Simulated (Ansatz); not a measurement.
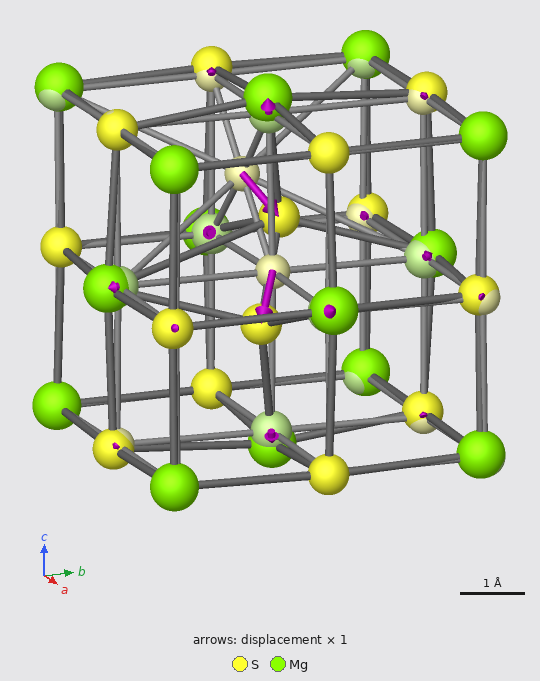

This is a relaxation of a defect cell of composition S33Mg32 (cell charge +1). The starting structure is drawn faded, the final one solid; purple arrows show the displacements, at their true length.

Style: ball-and-stick. Shown: the atoms within 5.0 Å of the atom that moves most (axes of the cell of the calculation (origin shifted)), slightly off an axis.

The calculation used DFT, PBEsol, PAW, plane waves in Ansatz 0.2.0. Settings: plane-wave cutoff 420 eV; k-point mesh 1 × 1 × 1; mesh shifted by (0.25, 0.25, 0.25); collinear spin; atoms relaxed in a fixed cell; force threshold 0.03 eV/Å; at most 80 steps.

### Atoms of which element are displaced furthest, and by how much?

Sulfur: up to 0.97 Å, against 0.30 Å for magnesium.

### Describe the change and its energy.

After 11 geometry steps the energy has fallen by 8.696 eV per cell of the calculation. The largest force component goes from 9.3 to 0.013 eV/Å. The largest move is that of an S atom, 0.97 Å along [3 −2 −3]. Largest moves by element: S 0.97 Å, Mg 0.30 Å. The lattice vectors keep their values. Among the contacts that change: S–S 1.833 → 2.854 Å, Mg–S 2.590 → 3.586 Å, Mg–S 2.633 → 3.525 Å, Mg–S 3.197 → 4.032 Å. Bonds break: S–S (1.83 → 2.85 Å). Bond angles that change, for instance: Mg–S–Mg 177.9° → 123.7°, Mg–S–Mg 90.9° → 123.5°, S–S–Mg 136.4° → 107.5°.

Limits of the set-up: the cell is charged, on a uniform background, and energies carry no finite-size correction.
